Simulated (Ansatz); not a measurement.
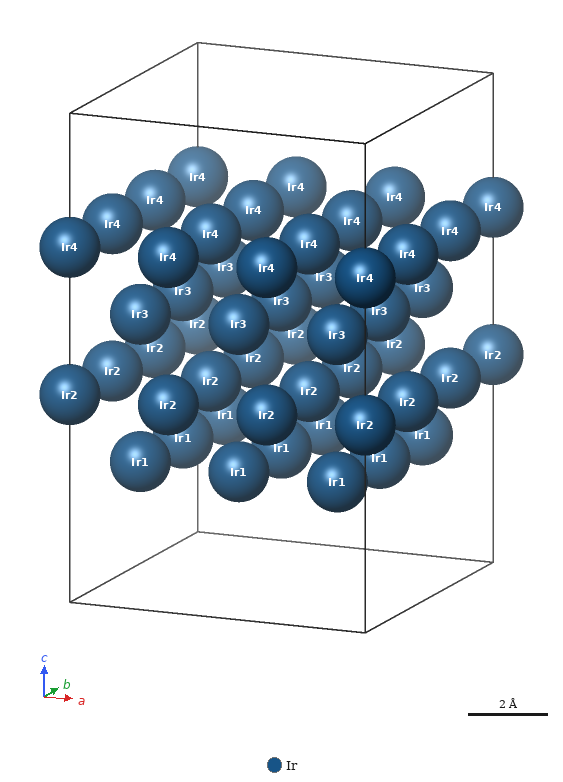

**Figure 1.** The input geometry of run A (spheres-only view of the 3 × 3 repeat of the cell, with the vacuum cut short, seen slightly off an axis; atoms are numbered from 1 in the order of the input). An atom can appear more than once, as a periodic image.

# Ir: a changed input and its effect

System: Ir (slab, 4 atoms in the cell).
Method of run A: DFT r2SCAN, scalar-relativistic, plane waves, PAW, no spin polarisation (Ansatz 0.2.0).

The structure derives from an entry of the Crystallography Open Database. The input holds or restrains some coordinates. Forces given for the steps count only the free coordinates. Text and figures count atoms from 1; the logs count them from 0 in places.

## Input, run A
```yaml
crystal:
  lattice:
    - [2.7182807111, 0.0, 0.0]
    - [0.0, 2.7182807111, 0.0]
    - [0.0, 0.0, 22.766344172]
  atoms:
    - { symbol: Ir, position: [0.5, 0.5, 0.3733581437] }
    - { symbol: Ir, position: [0.0, 0.0, 0.4577860479] }
    - { symbol: Ir, position: [0.5, 0.5, 0.5422139521] }
    - { symbol: Ir, position: [0.0, 0.0, 0.6266418563] }
basis:
  ecutwfc: 500
kpoints:
  mp_grid: { grid: [11, 11, 1] }
hamiltonian:
  xc: r2scan
scf:
  occupations: { method: gaussian, width: 0.1 }
output:
  forces: true
  eigenvalues: true
  write_density: true
  write_potential: true
  elf: true
  volumetric_format: npy
relax:
  adjacent_minimum: "off"
  f_tol: 0.03
  max_steps: 70
  constraints: [{ sites: [0, 1] }]
efield:
  axis: 3
  dipole_correction: true
  ramp_width: 0.04
```

Launched with:
```bash
ansatz run input.yaml --threads 2 --pin off --max-ram 5120MiB --backend cpu --events-out ev --progress --plain --runs-dir out
```

Hardware: 2 threads of Intel Xeon @ 2.50GHz (Skylake/Cascade Lake), 32 GiB of memory available, shared host.

## Output, shortened to warnings, some set-up lines, iterations and results (run A)
```
WARN: The output density's exchange-correlation potential varies sharply where the density is thin. Do not read a vacuum level from v_tot or v_xc, or from such a field of the output density. On a cell that repeats whose density bears no net charge and no dipole along the vacuum's axis use v_es (v_loc + v_h of the components); under efield.dipole_correction with no amplitude use v_es + v_field, …
Basis set: ecut = 500 eV, 4151 PW (Γ), exchange–correlation on 80×80×720 points (64 copies of the dense FFT grid, shifted against one another)
Symmetry: 8 space group operations
k-points: 21 of 121
Initial density: superposition of atomic densities (neutral atoms: chi_scale 0, normalization atom), corrected by the library's trained network
[...]
SCF iter   1: F=—  HF=-47791.720797 eV  |F-HF|=—  |Δ(HF+E_count)|=         —  Δρ=9.11e-3  dr2=6.07e-1  dr2_τ=1.16e-1  ethr=1.77e-3  p=0.000 e·Å  D=2.17e-13 V/Å  ΔV_dip=-0.00 …
SCF iter   2: F=—  HF=-47791.804119 eV  |F-HF|=—  |Δ(HF+E_count)|=   8.33e-2  Δρ=2.88e-3  dr2=2.15e-2  dr2_τ=7.74e-3  ethr=8.93e-4  p=-0.000 e·Å  D=-7.48e-7 V/Å  ΔV_dip=0.00 …
SCF iter   3: F=—  HF=-47791.807663 eV  |F-HF|=—  |Δ(HF+E_count)|=   3.54e-3  Δρ=1.81e-3  dr2=1.28e-2  dr2_τ=1.45e-3  ethr=3.16e-5  p=0.000 e·Å  D=5.92e-6 V/Å  ΔV_dip=-0.00 …
SCF iter   4: F=—  HF=-47791.805028 eV  |F-HF|=—  |Δ(HF+E_count)|=   2.63e-3  Δρ=3.52e-4  dr2=4.08e-4  dr2_τ=3.46e-5  ethr=1.88e-5  p=0.000 e·Å  D=2.97e-6 V/Å  ΔV_dip=-0.00 …
SCF iter   5: F=—  HF=-47791.805092 eV  |F-HF|=—  |Δ(HF+E_count)|=   6.45e-5  Δρ=1.39e-4  dr2=8.38e-5  dr2_τ=7.43e-6  ethr=6.00e-7  p=0.000 e·Å  D=1.91e-6 V/Å  ΔV_dip=-0.00 …
[... 36 lines ...]
SCF 5 converged in 3 iterations: F = -47791.855309 eV  dr2 = 2.30e-8
relax step   5: F+E_penalty+E_count = -47791.85530857 eV  Δ(F+E_penalty+E_count) = -2.842e-7 eV  max|allowed force component| = 4.000e-3 eV/Å  Δτ_max = 0.0000 Å  (3 SCF …
SCF iter   1: F=—  HF=-47791.855309 eV  |F-HF|=—  |Δ(HF+E_count)|=         —  Δρ=2.24e-6  dr2=2.30e-8  dr2_τ=7.61e-10  ethr=3.44e-11  p=0.000 e·Å  D=3.89e-5 V/Å  ΔV_dip=-0.00 …
SCF iter   2: F=-47791.855309 eV  HF=-47791.855309 eV  |F-HF|=1.22e-9  |Δ(HF+E_count)|=   1.05e-8  Δρ=1.41e-6  dr2=8.17e-9  dr2_τ=5.28e-10  ethr=3.38e-11  p=0.000 e·Å  …
SCF 6 converged in 2 iterations: F = -47791.855309 eV  dr2 = 8.17e-9
WARN: The output density's exchange-correlation potential varies sharply where the density is thin. Do not read a vacuum level from v_tot or v_xc, or from such a field of the output density. On a cell that repeats whose density bears no net charge and no dipole along the vacuum's axis use v_es …
SCF converged after 2 iterations
Free energy (F): -47791.855309 eV
Harris-Foulkes:  -47791.855309 eV  (|F-HF|=1.22e-9)
Internal energy: -47791.825727 eV  (E = F + TS)
E sigma→0 (E₀):  -47791.840518 eV
Entropy (-TS):   -0.029582 eV (-7.395 meV/atom)
Fermi energy:    4.810596 eV
Dipole field:    D = 0.000076 V/Å  (p = 0.000071 e·Å, saw-weighted, corrected)
Work function:   Φ+ = 5.6487 eV   Φ− = 5.6504 eV
[...]
```

For run B the input was changed thus:
```diff
-basis:
-  ecutwfc: 500
+  hubbard: { sites: [{ species: Ir, l: d, u_eff: 4.0 }], double_counting: amf }
-  write_density: true
-  write_potential: true
-  elf: true
-  volumetric_format: npy
+accuracy: low
```

What does this change do to the results?

The total energies belong to different models, so their difference says nothing on which is more stable or more accurate. The largest force goes from 0.989 to 1.065 eV/Å. The SCF takes 42 iterations over all geometry steps against 35.

## Output, shortened to warnings, some set-up lines, iterations and results (run B)
```
Basis set: ecut = 500 eV, 4151 PW (Γ), exchange–correlation on 60×60×540 points (27 copies of the dense FFT grid, shifted against one another)
Symmetry: 8 space group operations
k-points: 21 of 121
Initial density: superposition of atomic densities (neutral atoms: chi_scale 0, normalization atom)
[...]
SCF iter   1: F=—  HF=-47791.994090 eV  |F-HF|=—  |Δ(HF+E_count)|=         —  Δρ=2.80e-2  dr2=2.06e0  dr2_τ=1.61e-1  ethr=3.02e-3  p=0.000 e·Å  D=1.83e-13 V/Å  ΔV_dip=-0.00 …
SCF iter   2: F=—  HF=-47791.917837 eV  |F-HF|=—  |Δ(HF+E_count)|=   7.63e-2  Δρ=1.28e-2  dr2=4.75e-1  dr2_τ=8.12e-2  ethr=3.02e-3  p=-0.000 e·Å  D=-5.16e-6 V/Å  ΔV_dip=0.00 …
SCF iter   3: F=—  HF=-47792.004304 eV  |F-HF|=—  |Δ(HF+E_count)|=   8.65e-2  Δρ=1.02e-2  dr2=2.84e-1  dr2_τ=7.27e-3  ethr=6.99e-4  p=0.000 e·Å  D=8.41e-6 V/Å  ΔV_dip=-0.00 …
SCF iter   4: F=—  HF=-47792.013824 eV  |F-HF|=—  |Δ(HF+E_count)|=   9.52e-3  Δρ=5.85e-3  dr2=3.32e-2  dr2_τ=4.33e-3  ethr=4.17e-4  p=-0.000 e·Å  D=-1.75e-6 V/Å  ΔV_dip=0.00 …
SCF iter   5: F=—  HF=-47792.015896 eV  |F-HF|=—  |Δ(HF+E_count)|=   2.07e-3  Δρ=2.58e-3  dr2=8.82e-3  dr2_τ=1.01e-3  ethr=4.88e-5  p=-0.000 e·Å  D=-4.49e-6 V/Å  ΔV_dip=0.00 …
[... 43 lines ...]
SCF 5 converged in 4 iterations: F = -47792.077444 eV  dr2 = 3.79e-8
relax step   5: F+E_penalty+E_count = -47792.07744353 eV  Δ(F+E_penalty+E_count) = -9.504e-7 eV  max|allowed force component| = 8.434e-3 eV/Å  Δτ_max = 0.0000 Å  (4 SCF …
SCF iter   1: F=—  HF=-47792.077443 eV  |F-HF|=—  |Δ(HF+E_count)|=         —  Δρ=5.85e-6  dr2=3.79e-8  dr2_τ=8.01e-9  ethr=5.54e-11  p=0.001 e·Å  D=8.82e-4 V/Å  ΔV_dip=-0.02 …
SCF iter   2: F=-47792.077444 eV  HF=-47792.077444 eV  |F-HF|=1.42e-8  |Δ(HF+E_count)|=   7.14e-8  Δρ=4.02e-6  dr2=1.38e-8  dr2_τ=2.27e-9  ethr=5.54e-11  p=0.001 e·Å  …
SCF 6 converged in 2 iterations: F = -47792.077444 eV  dr2 = 1.38e-8
SCF converged after 2 iterations
Free energy (F): -47792.077444 eV
Harris-Foulkes:  -47792.077444 eV  (|F-HF|=1.42e-8)
Internal energy: -47792.055257 eV  (E = F + TS)
E sigma→0 (E₀):  -47792.066350 eV
Entropy (-TS):   -0.022187 eV (-5.547 meV/atom)
Fermi energy:    4.711659 eV
Dipole field:    D = 0.000897 V/Å  (p = 0.000834 e·Å, saw-weighted, corrected)
Work function:   Φ+ = 5.8023 eV   Φ− = 5.8228 eV
Levels:          The Fermi level and band energies are counted from a zero that moves with the ramp; work functions are not
--- Per-component energies (eV) ---
  E_band       = -1788.974016
  E_kinetic    = 2486.900966
  E_local      = -100854.461092  (includes V_loc(G=0)·N_el)
  E_nonlocal   = 298.404521
  E_hartree    = 49242.290011
  E_xc         = -1016.584645
  E_vxc        = -1326.763692  (∫ρ·V_xc dr)
  E_hubbard    = -0.468256  (on-site DFT+U / exact-exchange correction)
  E_vhub       = -0.936505  (the Hubbard potential's part of the band-sum identity)
  E_paw        = -36999.218664  (= ΣΔE_a)
  E_vpaw       = -959.462329  (= ΣTr[D̂ρ^β])
  E_aug_tail   = -0.000058  (compensation charges beyond the density's cutoff)
  E_vtau       = 82.753621  (kinetic-family band-sum trace: ∫τ·v_τ [+ j·A + Jᵃ·Aᵃ] dr)
  E_efield     = 0.000000  (sawtooth field / dipole correction)
  E_vefield    = 0.000203  (∫n·V_field dr)
  E_ewald      = 39052.349535
  E_core_change = -1.267574  (= ΣΔE_core)
  E_smearing   = -0.022187  (= −TS)
  E_closure    = -0.000000  (closes the sum)
  Σ components = -47792.077444   (vs F -47792.077444, Δ=0.00e0)
DFT+U double counting: amf (around mean field; hamiltonian.hubbard.double_counting)
--- Forces (eV/Å), atoms counted from 1 ---
  atom   1  Ir     0.00000000     0.00000000     1.06474716
  atom   2  Ir    -0.00000000     0.00000000    -1.06523964
  atom   3  Ir     0.00000000     0.00000000     0.00838858
  atom   4  Ir     0.00000000     0.00000000    -0.00787845
  max |Σ_I F_I| component: 1.76e-5 eV/Å
Occupation matrices written to [file]
--- Relaxed structure (5 steps of the walk, 4 accepted, 0 SCFs on fresh bases) ---
  F+E_penalty+E_count = -47792.07744353 eV   max|allowed force component| = 8.434e-3 eV/Å
  atoms:
    - { symbol: Ir, position: [0.5, 0.5, 0.37335814370000003] }
    - { symbol: Ir, position: [0.0, 0.0, 0.4577860479] }
    - { symbol: Ir, position: [0.5, 0.5, 0.5442078882065616] }
    - { symbol: Ir, position: [3.4318468766055595e-35, 0.0, 0.6240648673953509] }
settings of this run that can trade accuracy for cost: accuracy: low. Do not mix this run's numbers with those of runs without the same settings; the input reference describes each key
```

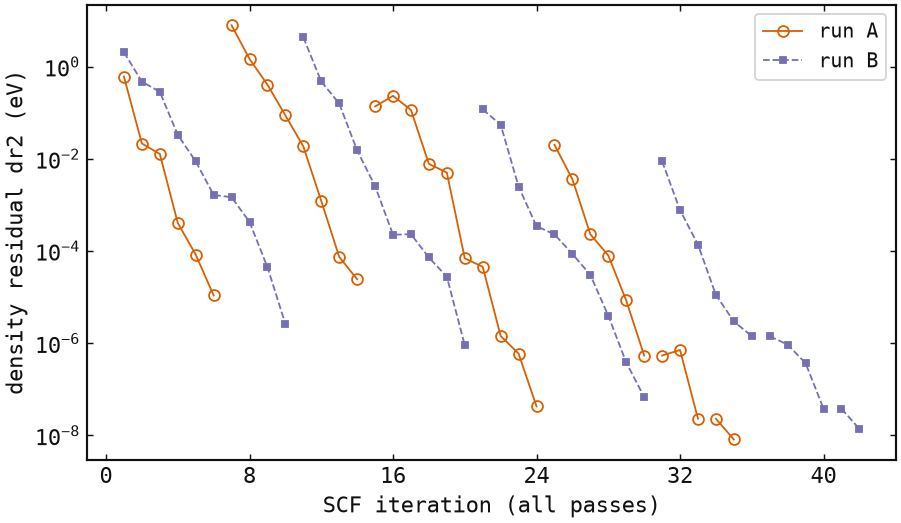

**Figure 2.** Convergence of the two runs: density residual dr2 against the SCF iteration. A break in a curve parts two SCF passes. Run A takes 35 iterations in all, and run B takes 42.

## The two runs side by side

| quantity | run A | run B |
| --- | --- | --- |
| outcome | converged | converged |
| free energy per atom (eV) | −11947.9638 | −11948.0194 |
| energy per atom, smearing taken to zero (eV) | −11947.9601 | −11948.0166 |
| gap on the mesh (eV) | 0.00 | 0.00 |
| work function (eV) | 5.65 | – |
| largest force (eV/Å) | 0.989 | 1.065 |
| SCF iterations | 35 | 42 |
| irreducible k-points | 21 | 21 |
| wall time (shared host) | 95 s | 95 s |

For both runs: Spin–orbit coupling is left out, which matters for Ir. For run A: Warnings: the exchange-correlation potential is rough where the density is thin. For run B: These settings are looser than, or depart from, a standard set-up, so the numbers are not reference values for this system. The input asks for low accuracy.
